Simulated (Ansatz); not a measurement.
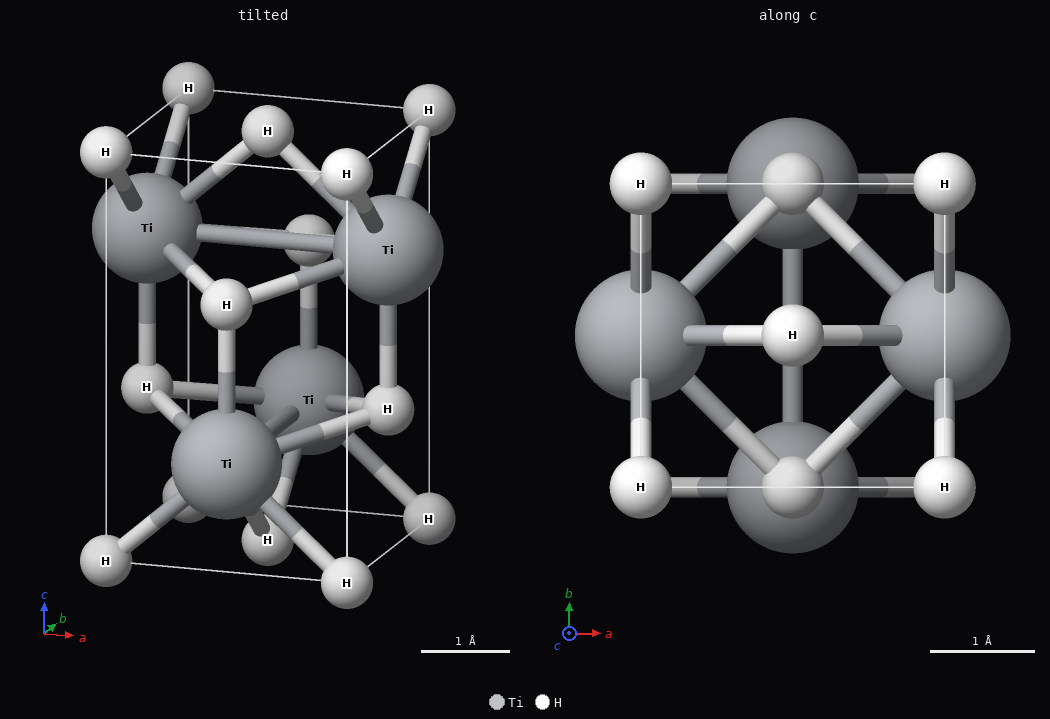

Structure drawing (ball-and-stick), viewed slightly off an axis and along the c axis. The outline marks the conventional unit cell. Cell: a = 2.92 Å, b = 2.92 Å, c = 4.87 Å, α = 90.00°, β = 90.00°, γ = 90.00°.

The model was built from a structure listed in the Materials Project. Earlier steps of the study may have refined or changed the cell and positions. A calculation with Ansatz used it as input.

Q: Give a description of the structure.

A: The stoichiometry is TiH2. Space group: P4/nmm (No. 129). Lattice: primitive tetragonal. It has 6 atoms to the cell (2 Ti, 4 H). With all contacts inside bonding distance counted, the coordination numbers are Ti 13 and H 4 to 5 (mean 4.5). Not all metal-metal contacts are counted.

Run with Ansatz, DFT LDA, scalar-relativistic, plane waves, PAW and these settings: a plane-wave cutoff of 420 eV, 12×12×8 k-mesh, Gaussian smearing of 0.1 eV, no spin polarisation.

Q: Metal or not?

A: A metal: bands cross the Fermi level.

Q: State the Bader charges by element.

A: Ti +1.18 e; H -0.63 to -0.55 e.

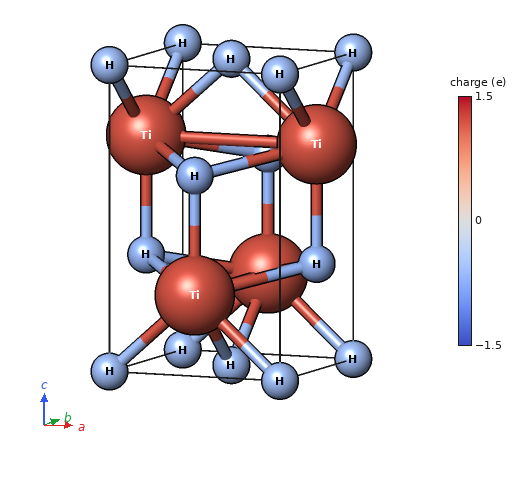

The atoms coloured by those charges. The run's cell of 6 atoms is drawn.

Q: Is this the optimised geometry for these settings?

A: No. The largest force is 0.05 eV/Å, on Ti. The pressure is -8.5 GPa, so the cell would contract.
